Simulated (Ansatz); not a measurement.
# Monolayer T-HfS2 in a field along the normal: induced dipole (PBEsol)

A gate puts a field across monolayer T-HfS2. How large is the induced dipole, and what happens to the gap?

All values are computed: Ansatz 0.2.0, PBEsol, plane waves, no spin–orbit coupling; sawtooth field with a dipole correction, atoms held at their zero-field places, cell area 11.47 Å². The field is the one in the vacuum. Energy changes count from the zero-field run.

| field (V/Å) | dipole (e·Å) | energy change (meV) | gap on the path (eV) |
| --- | --- | --- | --- |
| 0.05 | 0.015 | -0.4 | 1.26 |
| 0.1 | 0.029 | -1.5 | 1.26 |
| 0.2 | ? | ? | ? |
| 0.3 | 0.088 | -13.3 | 1.26 |
| 0.4 | 0.118 | -23.6 | 1.26 |

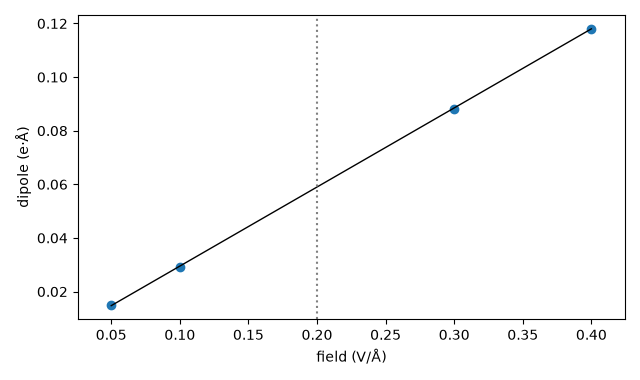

The shown rows (points), the fit (line) and the place of the withheld row (dotted).

**Fit.** A least-squares line through the shown values, as rounded, is dipole = 0.000 + 0.295 × field (V/Å); it misses them by 0.001 e·Å at most. The fit misses the rows by 0.000 e·Å on average, and their plain mean by 0.040 e·Å, so the fit does better. The slope is the electronic polarisability of the cell, α = 0.295 e·Å²/V. It also sets the energy, −αF²/2 for a sheet without a dipole of its own: -23.6 meV at 0.4 V/Å. From the weakest to the strongest field the gap on the path changes by +0.00 eV.

**The withheld row.** The prediction is 0.000 + 0.295 × (0.2) = 0.059 e·Å. The run gave dipole 0.059 e·Å, energy change -5.9 meV, gap on the path 1.26 eV. The miss in dipole is +0.000 e·Å, within the scatter of the fitted rows. The mean of the shown rows would have missed by -0.003 e·Å.

Ions don't move, so the lattice part of the screening is missing; semilocal functionals overestimate polarisabilities somewhat.
